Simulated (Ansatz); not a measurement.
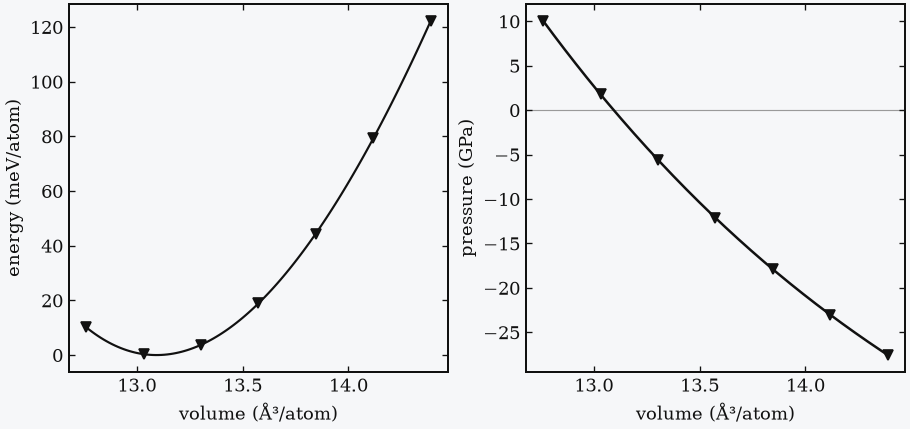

The picture above shows the energy and pressure against volume for Ru, space group P6_3/mmc (No. 194).

Cell as given: a = 2.706 Å, b = 2.706 Å, c = 4.282 Å, α = 90.00°, β = 90.00°, γ = 120.00°; 2 atoms.

Computed with Ansatz 0.2.0: all-electron LAPW DFT, no spin polarisation; energies at scaled volumes of the given cell, shape and fractions fixed, counted from the fit's minimum, third-order Birch-Murnaghan fit. Level: LDA.

| setting | value |
| --- | --- |
| k mesh | 11×11×6 |
| occupations | Fermi–Dirac |
| smearing width | 0.05 eV |
| potentials | all electron LAPW, scalar relativistic |
| program settings | basis error eV/atom 0.001 |

Tabulate the plotted points.

```tsv
volume (Å³/atom)	energy (meV/atom)	pressure (GPa)
12.76	10	10.05
13.03	0	1.76
13.30	4	-5.60
13.57	19	-12.13
13.85	44	-17.92
14.12	79	-23.04
14.39	122	-27.57
```

Limits of the calculation: shape and atomic fractions are frozen while scaling, which makes layered, chain and framework solids too stiff.
